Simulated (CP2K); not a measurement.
## Energy of SnSe along an even scaling of the cell

System: SnSe (Fm-3m, 2 atoms in the cell).
Method: Kohn-Sham DFT of a periodic cell, PBEsol, GTH-PBE with UZH-TZVP basis, no spin polarisation (CP2K 2026.2).

The 6 runs differ only in the geometry, by an even scaling of the cell at fixed fractional positions. The structure derives from an entry of the Crystallography Open Database.

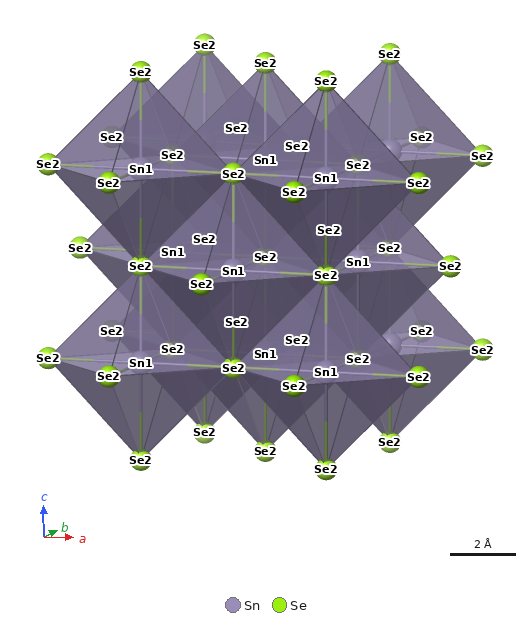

Figure 1. The structure of run 4 (polyhedral view of the cell 4 times as large as that of the calculation, set on its symmetry axes, seen slightly off an axis; polyhedra are completed across the faces of the cell; atoms are numbered from 1 in the order of the input).

**Input of run 4**
```
&GLOBAL
  PROJECT snse_eos
  RUN_TYPE ENERGY_FORCE
  PRINT_LEVEL LOW
&END GLOBAL
&FORCE_EVAL
  METHOD QS
  STRESS_TENSOR ANALYTICAL
  &DFT
    BASIS_SET_FILE_NAME BASIS_MOLOPT_UZH
    POTENTIAL_FILE_NAME POTENTIAL_UZH
    WFN_RESTART_FILE_NAME previous-RESTART.kp
    &MGRID
      CUTOFF 450
      REL_CUTOFF 60
      NGRIDS 5
    &END MGRID
    &QS
      METHOD GPW
      EPS_DEFAULT 1.0E-9
    &END QS
    &KPOINTS
      SCHEME MONKHORST-PACK 8 8 8
      GAMMA_CENTERED T
      SYMMETRY T
      SYMMETRY_BACKEND SPGLIB
    &END KPOINTS
    &SCF
      SCF_GUESS RESTART
      EPS_SCF 1.0E-6
      MAX_SCF 100
      ADDED_MOS 10
      CHOLESKY OFF
      EPS_EIGVAL 1.0E-7
      &DIAGONALIZATION ON
        ALGORITHM STANDARD
      &END DIAGONALIZATION
      &MIXING ON
        METHOD BROYDEN_MIXING
        ALPHA 0.4
        BETA 1.5
        NBUFFER 8
      &END MIXING
      &SMEAR ON
        METHOD FERMI_DIRAC
        ELECTRONIC_TEMPERATURE [K] 580.226
      &END SMEAR
    &END SCF
    &XC
      &XC_FUNCTIONAL
        &GGA_X_PBE_SOL
        &END GGA_X_PBE_SOL
        &GGA_C_PBE_SOL
        &END GGA_C_PBE_SOL
      &END XC_FUNCTIONAL
    &END XC
    &PRINT
      &KPOINTS ON
      &END KPOINTS
      &MULLIKEN ON
      &END MULLIKEN
      &MO ON
        ENERGIES T
        OCCUPATION_NUMBERS T
        &EACH
          QS_SCF 0
        &END EACH
        ADD_LAST NUMERIC
      &END MO
    &END PRINT
  &END DFT
  &SUBSYS
    &CELL
      A 4.2849742590 0.0000000000 0.0000000000
      B 2.1424871295 3.7108965629 0.0000000000
      C 2.1424871295 1.2369655210 3.4986668318
      PERIODIC XYZ
    &END CELL
    &COORD
      Sn  0.0000000000 0.0000000000 0.0000000000
      Se  4.2849742590 2.4739310419 1.7493334159
    &END COORD
    &KIND Sn
      BASIS_SET TZVP-MOLOPT-PBE-GTH-q4
      POTENTIAL GTH-PBE-q4
    &END KIND
    &KIND Se
      BASIS_SET TZVP-MOLOPT-PBE-GTH-q6
      POTENTIAL GTH-PBE-q6
    &END KIND
    &PRINT
      &ATOMIC_COORDINATES ON
      &END ATOMIC_COORDINATES
      &CELL ON
      &END CELL
    &END PRINT
  &END SUBSYS
  &PRINT
    &FORCES ON
    &END FORCES
    &STRESS_TENSOR ON
    &END STRESS_TENSOR
  &END PRINT
&END FORCE_EVAL
```

Command:
```bash
OMP_NUM_THREADS=2 cp2k.psmp -i snse_eos.inp -o snse_eos.out
```

Lattice vectors (Å) and fractional positions of run 4:
```
   4.284974    0.000000    0.000000
   2.142487    3.710897    0.000000
   2.142487    1.236966    3.498667
Sn  0.000000  0.000000  0.000000
Se  0.500000  0.500000  0.500000
```

Run 2 differs from it as follows:
```diff
-      A 4.2849742590 0.0000000000 0.0000000000
-      B 2.1424871295 3.7108965629 0.0000000000
-      C 2.1424871295 1.2369655210 3.4986668318
+      A 4.1992516781 0.0000000000 0.0000000000
+      B 2.0996258391 3.6366586301 0.0000000000
+      C 2.0996258391 1.2122195434 3.4286746376
-      Se  4.2849742590 2.4739310419 1.7493334159
+      Se  4.1992516782 2.4244390868 1.7143373188
```

**Results, with one run withheld**

```csv
run,volume per atom (Å³),"free energy per atom, from the lowest run given (meV)",pressure (GPa),gap on the mesh (eV)
1,25.635,18.94,3.99,0.78
2,26.180,?,?,?
3,26.725,1.28,1.31,0.75
4,27.816,0.00,−0.87,0.61
5,28.362,4.55,−1.79,0.53
6,28.907,12.07,−2.62,0.46
```

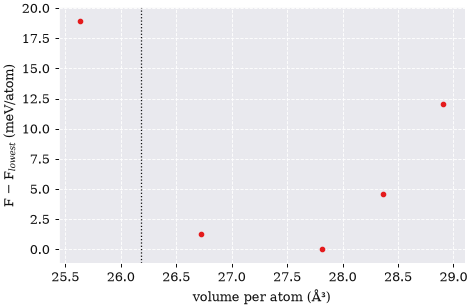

Figure 2. Free energy per atom of the runs given; the dotted line marks run 2.

Estimate the energy of run 2 from the others.

A cubic polynomial in V^(−2/3) (the Birch–Murnaghan form), fitted to the 5 runs given, misses them by at most 0.01 meV per atom. With x = V^(−2/3) − 0.10990 Å⁻², it reads F = −1.1963 − 414.16 x + 8.4491e+05 x² + 7.3349e+05 x³ (meV per atom). At run 2 it gives 7.84 meV per atom, and the run itself gives 7.81. The slope of the fit gives a pressure −dF/dV of 2.57 GPa there, and the run prints 2.58 GPa. The fit has its minimum at 27.356 Å³ per atom, where V d²F/dV² gives 53.4 GPa: the bulk modulus at this level, since symmetry fixes the shape and the positions. The gap on the mesh lies between 0.46 eV (run 6) and 0.78 eV (run 2); run 2 has 0.78 eV. These are gaps of this functional on this mesh, which can miss the band edges; they aren't the measured gap.

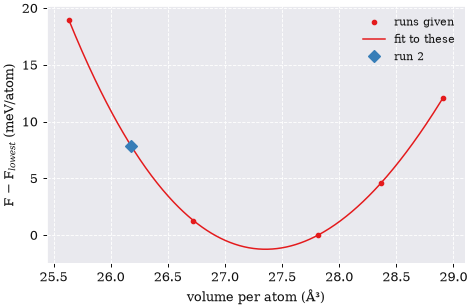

Figure 3. The fit and the withheld run.

**Some lines of the output (run 2)**
```
[...]
 CELL| Volume [angstrom^3]:                                            52.360130
 CELL_REF| Volume [angstrom^3]:                                        52.360130
                        Smear method:                                FERMI_DIRAC
  Step     Update method      Time    Convergence         Total energy    Change
  Fermi energy:                                                 0.19217041470050
  Total energy:                                               -12.92372084675128
  Total energy (extrapolated to T->0):                        -12.92372027153091
 MO| E(Fermi):            0.192170 a.u.          5.229223 eV
 MO| Band gap:            0.207011 a.u.          5.633046 eV
 MO| Band gap:            0.274956 a.u.          7.481938 eV
 MO| Band gap:            0.264858 a.u.          7.207158 eV
 MO| Band gap:            0.224878 a.u.          6.119246 eV
 MO| Band gap:            0.138965 a.u.          3.781432 eV
 MO| Band gap:            0.200299 a.u.          5.450418 eV
```
